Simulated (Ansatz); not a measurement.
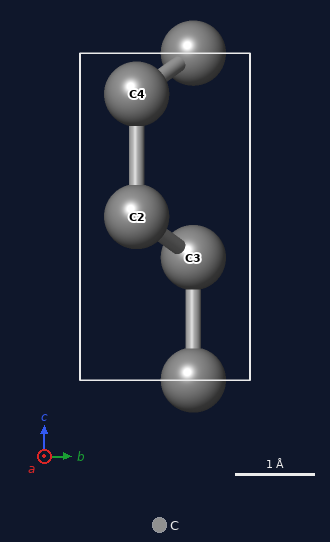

Figure 1. The structure of run A (ball-and-stick view of the cell of the calculation, along the a axis; atoms are numbered from 1 in the order of the input). Near neighbours in the crystal (not all of them lie inside the picture): C has 4 C at 1.54 to 1.57 Å.

**What a change does: geometry relaxation on C**

System: C (4 atoms in the cell).
Method of run A: DFT, PBEsol, plane waves, PAW, no spin polarisation (Ansatz 0.2.0).

The structure was built on a prototype by a generator. The geometry comes from this level: PBE. Text and figures count atoms from 1; the logs count them from 0 in places.

**Input, run A**
```yaml
crystal:
  lattice:
    - [2.5115321431, 0.0, 0.0]
    - [-1.2557660716, 2.1750506383, 0.0]
    - [0.0, 0.0, 4.180426142]
  atoms:
    - { symbol: C, position: [0.3333333333, 0.6666666667, 0.0002342823] }
    - { symbol: C, position: [0.6666666667, 0.3333333333, 0.5002342823] }
    - { symbol: C, position: [0.3333333333, 0.6666666667, 0.3747657177] }
    - { symbol: C, position: [0.6666666667, 0.3333333333, 0.8747657177] }
kpoints:
  mp_grid: { grid: [12, 12, 6] }
hamiltonian:
  xc: pbesol
scf:
  occupations: { method: fermi_dirac, width: 0.02 }
relax:
  f_tol: 0.005
  cell: {}
```

Command:
```bash
ansatz run input.yaml --threads 2 --pin off --max-ram 2211MiB --backend cpu --events-out ev --progress --plain --runs-dir out
```

Hardware: 2 threads of an Arm (aarch64) CPU, shared host.

**Output, shortened to warnings, some set-up lines, iterations and results (run A)**
```
Basis set: ecut = 420 eV, 427 PW (Γ), exchange–correlation on 36×36×60 points (8 copies of the dense FFT grid, shifted against one another)
Symmetry: 24 space group operations
k-points: 76 of 864
Initial density: superposition of atomic densities (neutral atoms: chi_scale 0, normalization atom), corrected by the library's trained network
[...]
SCF iter   1: F=—  HF=-986.574388 eV  |F-HF|=—  |Δ(HF+E_count)|=         —  Δρ=8.13e-3  dr2=1.10e-2  ethr=1.77e-3  ⟨swp⟩=5.7  Hψ=5158  notcnv=0
SCF iter   2: F=—  HF=-986.570369 eV  |F-HF|=—  |Δ(HF+E_count)|=   4.02e-3  Δρ=2.95e-3  dr2=1.34e-3  ethr=6.89e-5  ⟨swp⟩=2.9  Hψ=2289  notcnv=0
SCF iter   3: F=—  HF=-986.569920 eV  |F-HF|=—  |Δ(HF+E_count)|=   4.49e-4  Δρ=3.23e-4  dr2=6.45e-6  ethr=8.40e-6  ⟨swp⟩=2.5  Hψ=1746  notcnv=0
SCF iter   4: F=—  HF=-986.569921 eV  |F-HF|=—  |Δ(HF+E_count)|=   1.37e-6  Δρ=3.27e-5  dr2=1.35e-7  ethr=4.03e-8  ⟨swp⟩=1.6  Hψ=1047  notcnv=0
SCF iter   5: F=-986.569921 eV  HF=-986.569921 eV  |F-HF|=1.15e-9  |Δ(HF+E_count)|=   4.96e-8  Δρ=8.85e-6  dr2=5.60e-9  ethr=8.44e-10  ⟨swp⟩=2.7  Hψ=1553  notcnv=0
[... 34 lines ...]
SCF iter   1: F=—  HF=-986.576804 eV  |F-HF|=—  |Δ(HF+E_count)|=         —  Δρ=3.09e-6  dr2=5.88e-10  ethr=1.42e-8  ⟨swp⟩=3.4  Hψ=8051  notcnv=0
SCF iter   2: F=—  HF=-986.576803 eV  |F-HF|=—  |Δ(HF+E_count)|=   1.52e-6  Δρ=1.49e-6  dr2=1.45e-10  ethr=3.68e-12  ⟨swp⟩=2.8  Hψ=1679  notcnv=0
SCF iter   3: F=-986.576803 eV  HF=-986.576803 eV  |F-HF|=3.30e-12  |Δ(HF+E_count)|=  1.27e-10  Δρ=1.59e-7  dr2=9.66e-13  ethr=1.00e-12  ⟨swp⟩=4.0  Hψ=3025  notcnv=0
SCF 8 converged in 3 iterations: F = -986.576803 eV  dr2 = 9.66e-13
relax step   8: F+E_penalty+E_count = -986.57680284 eV  Δ(F+E_penalty+E_count) = +1.802e-5 eV  max|allowed force component| = 1.248e-4 eV/Å  Δτ_max = 0.0000 Å  P = +0.001 GPa …
basis re-selected at this cell: Δ(F+E_penalty+E_count) = +1.802e-5 eV, ΔP = -0.001 GPa vs the last step (what re-selecting the basis moved, of the pressure what is left beyond the Pulay correction that the steps carried, after the strain that the cell walked since its last selection, with what the …
SCF converged after 3 iterations
Free energy (F): -986.576803 eV
Harris-Foulkes:  -986.576803 eV  (|F-HF|=3.30e-12)
Internal energy: -986.576803 eV  (E = F + TS)
E sigma→0 (E₀):  -986.576803 eV
Fermi energy:    15.267351 eV
--- Per-component energies (eV) ---
  E_band       = 70.156381
  E_kinetic    = 369.058096
  E_local      = -243.891591  (includes V_loc(G=0)·N_el)
  E_nonlocal   = 107.049803
  E_hartree    = 53.249749
  E_xc         = -193.806525
  E_vxc        = -241.346809  (∫ρ·V_xc dr)
  E_paw        = -381.402551  (= ΣΔE_a)
  E_vpaw       = -27.212657  (= ΣTr[D̂ρ^β])
  E_aug_tail   = 0.000035  (compensation charges beyond the density's cutoff)
  E_ewald      = -696.918222
  E_core_change = 0.084402  (= ΣΔE_core)
  E_smearing   = -0.000000  (= −TS)
  E_closure    = -0.000000  (closes the sum)
  Σ components = -986.576803   (vs F -986.576803, Δ=0.00e0)
--- Forces (eV/Å), atoms counted from 1 ---
  atom   1  C      0.00000000     0.00000000     0.00012484
  atom   2  C     -0.00000000    -0.00000000     0.00012484
  atom   3  C      0.00000000     0.00000000    -0.00012484
  atom   4  C     -0.00000000    -0.00000000    -0.00012484
  max |Σ_I F_I| component: 5.09e-17 eV/Å
--- Stress (GPa, compression-positive) ---
        0.001093       0.000000      -0.000000
        0.000000       0.001093      -0.000000
       -0.000000      -0.000000       0.001283
  P = ⅓ Tr σ = 0.0012 GPa (0.012 kbar)
--- Relaxed structure (6 steps of the walk, 6 accepted, 2 SCFs on fresh bases) ---
  F+E_penalty+E_count = -986.57680284 eV   max|allowed force component| = 1.248e-4 eV/Å   (the final SCF, on the basis selected at the relaxed cell)
  cell:  # Å, volume = 22.5001 Å³
    - [2.4988208242774945, 2.8721370963318975e-11, 5.202220289751593e-30]
    - [-1.249410412163621, 2.1640423133155204, 3.919657612621455e-19]
    - [2.3648498514460398e-35, 7.5335437542895e-19, 4.160870357602646]
  atoms:
    - { symbol: C, position: [0.3333333333333333, 0.6666666666666666, 0.0003017321338132297] }
[...]
```

For run B the input was changed thus:
```diff
-  xc: pbesol
+  xc: lda
```

What does this change do to the results?

The total energies belong to different methods, so their difference says nothing on which is more stable or more accurate. The volume per atom goes from 5.63 to 5.52 Å³. The functional changes from PBEsol to LDA. The SCF takes 30 iterations over all geometry steps against 28.

**Output, shortened to warnings, some set-up lines, iterations and results (run B)**
```
Basis set: ecut = 420 eV, 427 PW (Γ)
Symmetry: 24 space group operations
k-points: 76 of 864
Initial density: superposition of atomic densities (neutral atoms: chi_scale 0, normalization atom), corrected by the library's trained network
[...]
SCF iter   1: F=—  HF=-971.837988 eV  |F-HF|=—  |Δ(HF+E_count)|=         —  Δρ=8.06e-3  dr2=6.57e-3  ethr=1.77e-3  ⟨swp⟩=5.7  Hψ=5155  notcnv=0
SCF iter   2: F=—  HF=-971.835690 eV  |F-HF|=—  |Δ(HF+E_count)|=   2.30e-3  Δρ=3.69e-3  dr2=1.21e-3  ethr=4.11e-5  ⟨swp⟩=1.9  Hψ=1781  notcnv=0
SCF iter   3: F=—  HF=-971.835248 eV  |F-HF|=—  |Δ(HF+E_count)|=   4.42e-4  Δρ=2.33e-4  dr2=4.11e-6  ethr=7.55e-6  ⟨swp⟩=1.9  Hψ=1255  notcnv=0
SCF iter   4: F=—  HF=-971.835247 eV  |F-HF|=—  |Δ(HF+E_count)|=   7.08e-7  Δρ=1.75e-5  dr2=2.39e-8  ethr=2.57e-8  ⟨swp⟩=2.3  Hψ=1417  notcnv=0
SCF iter   5: F=-971.835247 eV  HF=-971.835247 eV  |F-HF|=1.84e-10  |Δ(HF+E_count)|=   3.75e-9  Δρ=5.21e-6  dr2=1.39e-9  ethr=1.49e-10  ⟨swp⟩=2.6  Hψ=1490  notcnv=0
[... 36 lines ...]
SCF iter   1: F=—  HF=-971.870105 eV  |F-HF|=—  |Δ(HF+E_count)|=         —  Δρ=1.52e-5  dr2=9.86e-9  ethr=1.07e-8  ⟨swp⟩=3.5  Hψ=8075  notcnv=0
SCF iter   2: F=—  HF=-971.870105 eV  |F-HF|=—  |Δ(HF+E_count)|=   2.96e-9  Δρ=7.23e-6  dr2=2.11e-9  ethr=6.16e-11  ⟨swp⟩=2.2  Hψ=1238  notcnv=0
SCF iter   3: F=-971.870105 eV  HF=-971.870105 eV  |F-HF|=3.52e-12  |Δ(HF+E_count)|=  1.02e-10  Δρ=3.39e-7  dr2=3.78e-12  ethr=1.00e-12  ⟨swp⟩=3.1  Hψ=3749  notcnv=0
SCF 8 converged in 3 iterations: F = -971.870105 eV  dr2 = 3.78e-12
relax step   8: F+E_penalty+E_count = -971.87010503 eV  Δ(F+E_penalty+E_count) = +2.215e-4 eV  max|allowed force component| = 2.096e-4 eV/Å  Δτ_max = 0.0000 Å  P = -0.012 GPa …
basis re-selected at this cell: Δ(F+E_penalty+E_count) = +2.215e-4 eV, ΔP = -0.008 GPa vs the last step (what re-selecting the basis moved, of the pressure what is left beyond the Pulay correction that the steps carried, after the strain that the cell walked since its last selection, with what the …
SCF converged after 3 iterations
Free energy (F): -971.870105 eV
Harris-Foulkes:  -971.870105 eV  (|F-HF|=3.52e-12)
Internal energy: -971.870105 eV  (E = F + TS)
E sigma→0 (E₀):  -971.870105 eV
Fermi energy:    15.362964 eV
--- Per-component energies (eV) ---
  E_band       = 71.585767
  E_kinetic    = 372.672192
  E_local      = -246.690910  (includes V_loc(G=0)·N_el)
  E_nonlocal   = 111.583074
  E_hartree    = 53.265050
  E_xc         = -194.387644
  E_vxc        = -242.018269  (∫ρ·V_xc dr)
  E_paw        = -367.356349  (= ΣΔE_a)
  E_vpaw       = -30.490451  (= ΣTr[D̂ρ^β])
  E_aug_tail   = 0.000041  (compensation charges beyond the density's cutoff)
  E_ewald      = -701.206888
  E_core_change = 0.251330  (= ΣΔE_core)
  E_smearing   = -0.000000  (= −TS)
  E_closure    = -0.000000  (closes the sum)
  Σ components = -971.870105   (vs F -971.870105, Δ=0.00e0)
--- Forces (eV/Å), atoms counted from 1 ---
  atom   1  C     -0.00000000    -0.00000000    -0.00020960
  atom   2  C     -0.00000000     0.00000000    -0.00020960
  atom   3  C     -0.00000000    -0.00000000     0.00020960
  atom   4  C      0.00000000     0.00000000     0.00020960
  max |Σ_I F_I| component: 3.24e-17 eV/Å
--- Stress (GPa, compression-positive) ---
       -0.013377      -0.000000       0.000000
       -0.000000      -0.013377       0.000000
        0.000000       0.000000      -0.010634
  P = ⅓ Tr σ = -0.0125 GPa (-0.125 kbar)
--- Relaxed structure (6 steps of the walk, 6 accepted, 2 SCFs on fresh bases) ---
  F+E_penalty+E_count = -971.87010503 eV   max|allowed force component| = 2.096e-4 eV/Å   (the final SCF, on the basis selected at the relaxed cell)
  cell:  # Å, volume = 22.0901 Å³
    - [2.4832777945003546, 2.8542719742475135e-11, 1.1642551869392443e-29]
    - [-1.2416388972748962, 2.150581654676828, 8.771819404827442e-19]
    - [8.51345946520575e-34, 1.6859351459220237e-18, 4.136341967474589]
  atoms:
    - { symbol: C, position: [0.33333333333333337, 0.6666666666666666, 0.0003343809186130219] }
[...]
```

**The two runs side by side**

```csv
quantity,run A,run B
outcome,converged,converged
free energy per atom (eV),−246.6442,−242.9675
pressure (GPa),0.00,−0.01
volume per atom (Å³),5.63,5.52
largest force (eV/Å),0.000,0.000
SCF iterations,28,30
irreducible k-points,76,76
wall time (shared host),7 s,6.7 s
```
